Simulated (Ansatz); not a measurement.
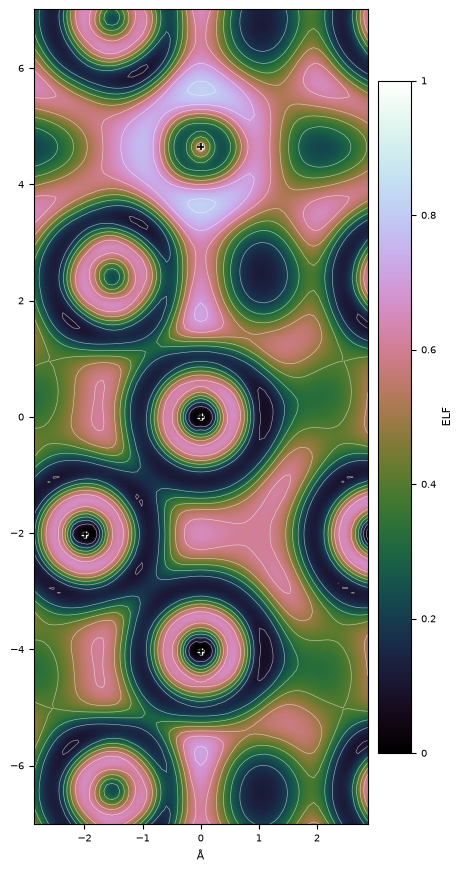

The electron localisation function on a plane through atoms (crosses mark nuclei in the plane).

The calculation used Ansatz, DFT PBEsol, scalar-relativistic, plane waves, PAW.

Candidates:
A. CoO, a = 3.06 Å, b = 3.06 Å, c = 6.64 Å, α = 90.00°, β = 90.00°, γ = 120.00°. Space group R-3m; a structure from a database of computed crystals, not necessarily the ambient phase; spin-polarised.
B. TiO₂ (slab), a = 3.77 Å, b = 3.77 Å, c = 28.91 Å, α = 90.00°, β = 90.00°, γ = 90.00°. Computed without spin polarisation.
C. Ti₅Si, a = 5.05 Å, b = 5.05 Å, c = 13.32 Å, α = 90.00°, β = 90.00°, γ = 120.00°. Space group R32; a structure from a database of computed crystals, not necessarily the ambient phase; computed pressure about −4 GPa in this cell; computed without spin polarisation.

> Which candidate gave the map?

Candidate C: Ti₅Si on the (100) plane of the conventional cell, which holds Ti and Si. Ti–Ti (2.83 Å): the ELF is about 0.20 at the midpoint; no localised pair shows between them.
